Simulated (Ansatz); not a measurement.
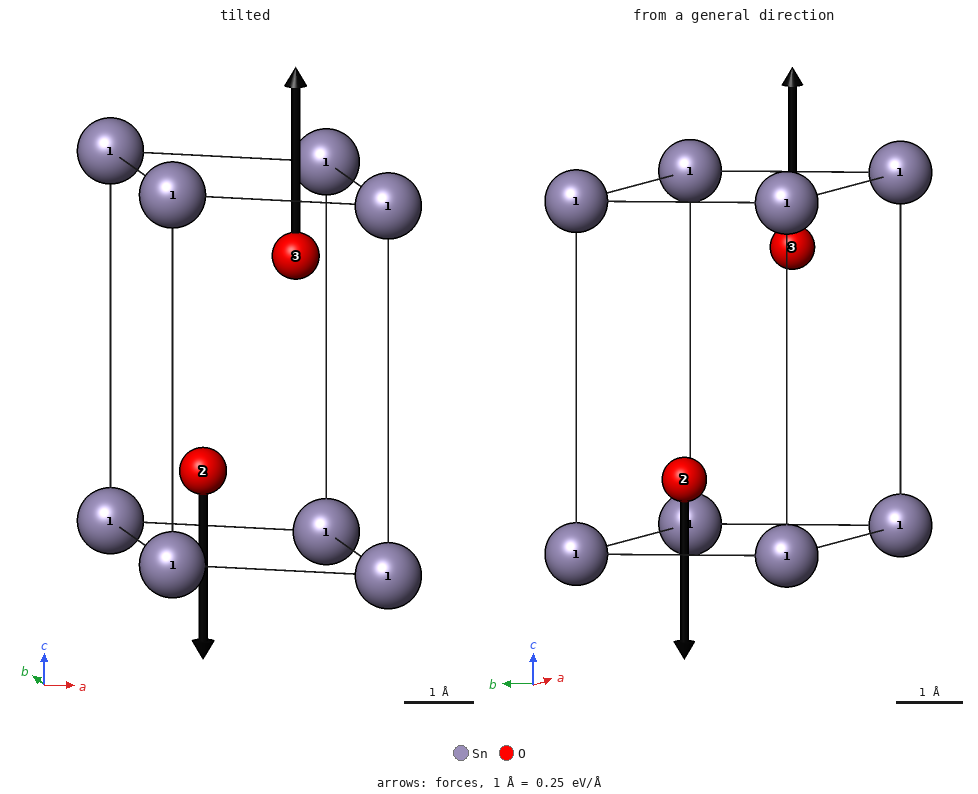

Spheres-only drawing of the structure, looking slightly off an axis and from a general direction. Thin lines show the simulation cell, with boundary atoms drawn in all their periodic places. The arrows are the computed forces on the atoms.

System: SnO2. Results below were computed with Ansatz 0.2.0, DFT LDA, scalar-relativistic, plane waves, PAW; the settings were an energy cutoff of 420 eV, a 12×12×6 k-point grid, Gaussian smearing of 0.02 eV, no spin polarisation.

### Would an optimiser stop at this geometry?

No. The atoms still feel forces of up to about 0.62 eV/Å, far above a usual threshold of 0.01 to 0.03 eV/Å.

### Which atom has the biggest force on it?

O2 and O3, about 0.62 eV/Å.

The initial geometry was a random cell made by a generator, so it need not be a real form of the compound. Earlier steps of the study, as a rule a relaxation of our own, may have changed the cell and positions, so they can lie some per cent off the listed ones. A calculation with Ansatz used it as input.
